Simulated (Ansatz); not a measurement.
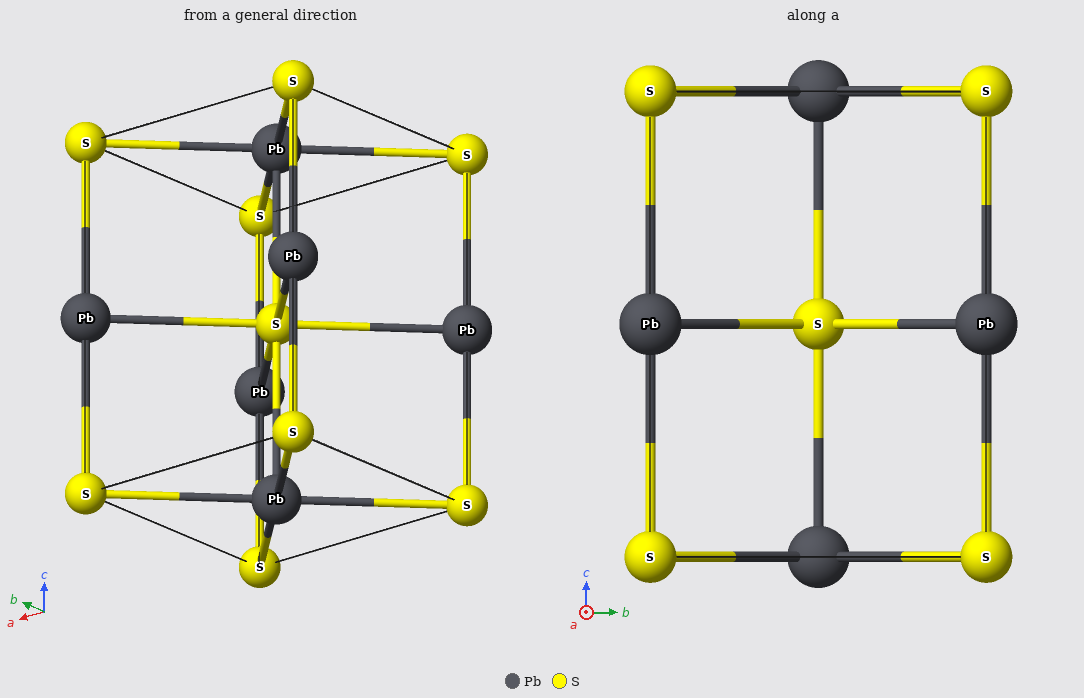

Crystal structure, ball-and-stick style, seen from a general direction and along the a axis. The wireframe shows the conventional unit cell.

Edges and angles: a = 4.25 Å, b = 4.25 Å, c = 5.89 Å, α = 90.00°, β = 90.00°, γ = 90.00°.

**What is the chemical formula?**

PbS. The cell holds 2 Pb, 2 S, counting shared atoms by their share.

**Give the crystal system and centring.**

Body-centred tetragonal.

**Determine the space group.**

I4/mmm (No. 139), with Pb on 2b and S on 2a.

The initial geometry was a structure type known for this compound. The cell was then strained or its atoms displaced on purpose. It was run through Ansatz as a DFT input.
